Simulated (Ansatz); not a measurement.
**Run report: Al, geometry relaxation (part 1 of 2)**

The run: geometry relaxation of Al (slab, 3 atoms in the cell). Method and program: DFT PBE, scalar-relativistic, plane waves, PAW, PAW set soft_1, no spin polarisation (Ansatz 0.2.0).

The structure derives from an entry of the Crystallography Open Database. The input holds or restrains some coordinates. Forces given for the steps count only the free coordinates. Figures and captions count atoms from 1; the log counts them from 0 in places.

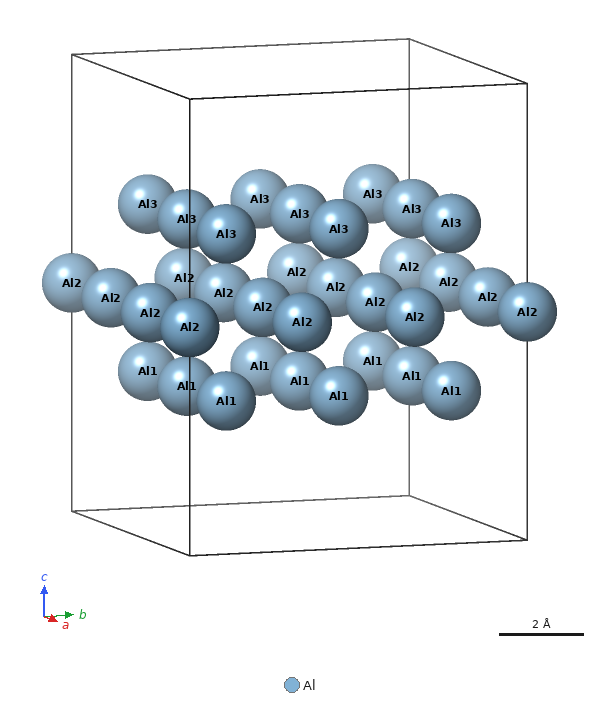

Figure 1. The starting structure (spheres-only view of the 3 × 3 repeat of the cell, with the vacuum cut short, seen slightly off an axis; atoms are numbered from 1 in the order of the input). An atom can appear more than once, as a periodic image.

## Results in brief

| quantity | value |
| --- | --- |
| outcome | converged under the restraints of the input |
| electrons treated | 9 |
| free energy | −1611.5892 eV |
| work function, top face | 4.51 eV |
| work function, bottom face | 4.51 eV |
| Fermi energy | −0.274 eV |
| gap on the k-point mesh | none (metallic) |
| final volume | 147.23 Å³ |
| work function (upper face) | 4.51 eV |
| largest force (length of the vector) at the end, held atoms and coordinates included | 0.029 eV/Å |
| hardware | 4 threads of Arm Neoverse N1, 98 GiB of memory available, shared host |
| wall time | 8.3 s (CPU time 29 s) |
| peak memory | 0.4 GiB |

## Input file
```yaml
crystal:
  lattice:
    - [2.8567582919, 0.0, 0.0]
    - [0.0, 2.8567582919, 0.0]
    - [0.0, 0.0, 18.0400663208]
  atoms:
    - { symbol: Al, position: [0.5, 0.5, 0.388025181] }
    - { symbol: Al, position: [0.0, 0.0, 0.5] }
    - { symbol: Al, position: [0.5, 0.5, 0.611974819] }
basis:
  ecutwfc: 420
kpoints:
  mp_grid: { grid: [10, 10, 1] }
hamiltonian:
  xc: pbe
  pseudopotentials: { kind: paw, azcp: { folder: soft_1 } }
scf:
  occupations: { method: gaussian, width: 0.1 }
output:
  forces: true
  eigenvalues: true
relax:
  adjacent_minimum: "off"
  f_tol: 0.03
  max_steps: 50
  constraints: [{ sites: [0] }]
efield:
  axis: 3
  dipole_correction: true
  ramp_width: 0.04
```

Launched with:
```bash
ansatz run input.yaml --threads 4 --pin off --max-ram 12288MiB --backend cpu --events-out ev --progress --plain --runs-dir out
```

## Log
```
Engine: ansatz 0.2.0, aarch64-unknown-linux-gnu
Pseudopotentials: kind: paw
Pseudopotential: Al, paw, valence charge 3, recommended cutoff 420 eV (normal), [file]
Functional definition: PBE
  parameter kappa = 0.804
  parameter beta = 0.06672455060314922
  exchange = pbe_x(kappa = kappa, mu = beta*pi^2/3)
  correlation = pbe_c(beta = beta)
Crystal: 3 atoms, lattice volume = 147.226 Å³
Basis set: ecut = 420 eV, 2881 PW (Γ), exchange–correlation on 40×40×250 points (8 copies of the dense FFT grid, shifted against one another)
Bands: 9, of which v1, the nominal top of the filled ones, is band 5 counted from 1 (4 counted from 0)
Symmetry: 8 space group operations
k-points: 21 of 100
Non-local potential: Al, projectors of the file, l = 0: 2, l = 1: 2, l = 2: 1
PAW form: soft (Blöchl's): semilocal exchange-correlation on the pseudo side does not see the compensation charge
PAW one-centre angular grid: Al, 110 points (default); XC on 64 Gauss nodes
Initial density: superposition of atomic densities (neutral atoms: chi_scale 0, normalization atom)
Initial wavefunctions: pseudopotential atomic-orbital guess
Functional: x = pbe(κ = 0.804, μ = 0.2195149727645171), c = pbe(β = 0.06672455060314922)
SCF iter   1: F=—  HF=-1611.980685 eV  |F-HF|=—  |Δ(HF+E_count)|=         —  Δρ=1.57e-2  dr2=2.20e0  ethr=3.10e-3  p=0.000 e·Å  D=1.18e-15 V/Å  ΔV_dip=-0.00 eV  dr2_dipole=1.96e-7  V_vac-E_F(+/−)=6.21/6.21 eV  ⟨swp⟩=8.5  Hψ=1886  notcnv=0
efield: sawtooth ramp at fractional position 0.9800 (placed from the atoms, in the widest stretch of the axis that holds none; the zero of the levels goes with the place), width 0.0400; the density the first Hamiltonian is built on has a dipole p = 0.000 e·Å; the dipole correction subtracts the counter field D = 1.18e-15 V/Å, which shifts the + side's vacuum level by -0.00 eV against the − side's; the planar-averaged density in the ramp window peaks in size at 4.1e-8 e/Å³
preconditioner: auto → LDOS  [metal: Δε(μ)=0.089 eV  Ē_g=7.162 eV  σ=0.100 eV  W_gap=0.47  n_scr=8 (ndim 8)  ℏωp=9.2 eV  f_vac=0.471  D(μ)=2.05/eV (n_scr^D=8)  β→1.0]
SCF iter   2: F=—  HF=-1611.558281 eV  |F-HF|=—  |Δ(HF+E_count)|=   4.22e-1  Δρ=7.57e-3  dr2=9.25e-2  ethr=3.10e-3  p=-0.000 e·Å  D=-1.21e-4 V/Å  ΔV_dip=0.00 eV  dr2_dipole=9.37e-7  V_vac-E_F(+/−)=4.73/4.73 eV  ⟨swp⟩=3.7  Hψ=560  notcnv=0  defer=5
SCF iter   3: F=—  HF=-1611.572546 eV  |F-HF|=—  |Δ(HF+E_count)|=   1.43e-2  Δρ=9.53e-4  dr2=5.65e-3  ethr=1.03e-3  p=-0.000 e·Å  D=-1.43e-5 V/Å  ΔV_dip=0.00 eV  dr2_dipole=1.57e-9  V_vac-E_F(+/−)=4.70/4.70 eV  ⟨swp⟩=2.9  Hψ=378  notcnv=0  defer=5
SCF iter   4: F=—  HF=-1611.571698 eV  |F-HF|=—  |Δ(HF+E_count)|=   8.48e-4  Δρ=2.74e-4  dr2=4.92e-4  ethr=6.28e-5  p=-0.000 e·Å  D=-3.38e-6 V/Å  ΔV_dip=0.00 eV  dr2_dipole=1.09e-9  V_vac-E_F(+/−)=4.58/4.58 eV  ⟨swp⟩=2.7  Hψ=305  notcnv=0  defer=5
SCF iter   5: F=—  HF=-1611.571755 eV  |F-HF|=—  |Δ(HF+E_count)|=   5.64e-5  Δρ=7.22e-5  dr2=2.42e-5  ethr=5.46e-6  p=-0.000 e·Å  D=-1.56e-6 V/Å  ΔV_dip=0.00 eV  dr2_dipole=1.52e-9  V_vac-E_F(+/−)=4.54/4.54 eV  ⟨swp⟩=2.6  Hψ=265  notcnv=0  defer=5
SCF iter   6: F=-1611.571754 eV  HF=-1611.571753 eV  |F-HF|=1.76e-7  |Δ(HF+E_count)|=   1.07e-6  Δρ=9.99e-6  dr2=2.16e-7  ethr=2.50e-7  p=0.000 e·Å  D=3.37e-7 V/Å  ΔV_dip=-0.00 eV  dr2_dipole=1.36e-9  V_vac-E_F(+/−)=4.53/4.53 eV  ⟨swp⟩=12.0  Hψ=1381  notcnv=0
SCF 1 converged in 6 iterations: F = -1611.571754 eV  dr2 = 2.16e-7
  greatest PAW one-centre occupation: 0.482 electrons in one spin orbital (limit 2), on the Al atom at site 0 (counted from 0), in its partial waves of l = 0
relax step   1: F+E_penalty+E_count = -1611.57175364 eV  Δ(F+E_penalty+E_count) = +0.000e0 eV  max|allowed force component| = 2.945e-1 eV/Å  Δτ_max = 0.0000 Å  (6 SCF iters, dr2 threshold 2.25e-5 eV, accepted)
Initial density: handed on by an earlier stage of this run
Initial wavefunctions: those handed on with the density
iter 1 solved again at ethr=4.95e-4 eV; its pass at ethr=3.10e-3 eV (dr2=4.45e-2 eV) is discarded
SCF iter   1: F=—  HF=-1611.589832 eV  |F-HF|=—  |Δ(HF+E_count)|=         —  Δρ=2.37e-3  dr2=4.89e-2  ethr=4.95e-4  p=0.000 e·Å  D=3.42e-7 V/Å  ΔV_dip=-0.00 eV  dr2_dipole=1.44e-2  V_vac-E_F(+/−)=4.56/4.56 eV  ⟨swp⟩=1.6  Hψ=1564  notcnv=0  defer=6
efield: sawtooth ramp at fractional position 0.9800 (handed on by an earlier solve), width 0.0400; the density the first Hamiltonian is built on has a dipole p = 0.000 e·Å; the dipole correction subtracts the counter field D = 3.42e-7 V/Å, which shifts the + side's vacuum level by -0.00 eV against the − side's; the planar-averaged density in the ramp window peaks in size at 1.1e-6 e/Å³
eigensolver tolerance schedule calibrated: the retry pair's looser diagonalisation under-reported the residual by θ = 0.09 (0.11/decade); ethr = c·dr2/N_el runs at the constant in force after the calibration composes with the one it found (an armed cap, an earlier calibration), c = 8.1e-2
preconditioner: auto → LDOS  [insulator: Δε(μ)=0.120 eV  Ē_g=6.707 eV  σ=0.100 eV  W_gap=0.56  n_scr=8 (ndim 8)  ℏωp=9.2 eV  f_vac=0.481  D(μ)=1.05/eV (n_scr^D=6)  ε∞_Penn≈2.9  β→1.0]
SCF iter   2: F=—  HF=-1611.584963 eV  |F-HF|=—  |Δ(HF+E_count)|=   4.87e-3  Δρ=6.48e-4  dr2=4.38e-3  ethr=4.38e-4  p=-0.004 e·Å  D=-5.37e-3 V/Å  ΔV_dip=0.10 eV  dr2_dipole=2.11e-3  V_vac-E_F(+/−)=4.56/4.47 eV  ⟨swp⟩=1.8  Hψ=220  notcnv=0  defer=6
SCF iter   3: F=—  HF=-1611.584634 eV  |F-HF|=—  |Δ(HF+E_count)|=   3.28e-4  Δρ=2.48e-4  dr2=5.30e-4  ethr=3.93e-5  p=0.002 e·Å  D=1.99e-3 V/Å  ΔV_dip=-0.04 eV  dr2_dipole=1.87e-4  V_vac-E_F(+/−)=4.46/4.50 eV  ⟨swp⟩=2.2  Hψ=289  notcnv=0  defer=7
SCF iter   4: F=—  HF=-1611.584566 eV  |F-HF|=—  |Δ(HF+E_count)|=   6.86e-5  Δρ=4.59e-5  dr2=2.52e-5  ethr=4.75e-6  p=0.000 e·Å  D=3.76e-4 V/Å  ΔV_dip=-0.01 eV  dr2_dipole=8.99e-6  V_vac-E_F(+/−)=4.48/4.49 eV  ⟨swp⟩=2.0  Hψ=242  notcnv=0  defer=7
iter 5 did not close the SCF: its close was put off until two iterations running show no level that it waits for move by more than its bar (scf_convergence_deferred on its scf_iter line)
SCF iter   5: F=-1611.584565 eV  HF=-1611.584567 eV  |F-HF|=1.57e-6  |Δ(HF+E_count)|=   7.34e-7  Δρ=1.88e-5  dr2=2.27e-6  ethr=4.86e-8  p=0.000 e·Å  D=3.08e-4 V/Å  ΔV_dip=-0.01 eV  dr2_dipole=1.23e-7  V_vac-E_F(+/−)=4.48/4.49 eV  ⟨swp⟩=9.6  Hψ=1213  notcnv=0
SCF iter   6: F=-1611.584567 eV  HF=-1611.584567 eV  |F-HF|=2.49e-9  |Δ(HF+E_count)|=   4.62e-8  Δρ=3.97e-6  dr2=5.69e-8  ethr=2.04e-8  p=0.000 e·Å  D=3.03e-4 V/Å  ΔV_dip=-0.01 eV  dr2_dipole=4.99e-9  V_vac-E_F(+/−)=4.48/4.49 eV  ⟨swp⟩=3.9  Hψ=808  notcnv=0
SCF 2 converged in 6 iterations: F = -1611.584567 eV  dr2 = 5.69e-8
  greatest PAW one-centre occupation: 0.484 electrons in one spin orbital (limit 2), on the Al atom at site 2 (counted from 0), in its partial waves of l = 0
relax step   2: F+E_penalty+E_count = -1611.58456653 eV  Δ(F+E_penalty+E_count) = -1.281e-2 eV  max|allowed force component| = 1.348e-1 eV/Å  Δτ_max = 0.1946 Å  (6 SCF iters, dr2 threshold 5.42e-6 eV, accepted)
```
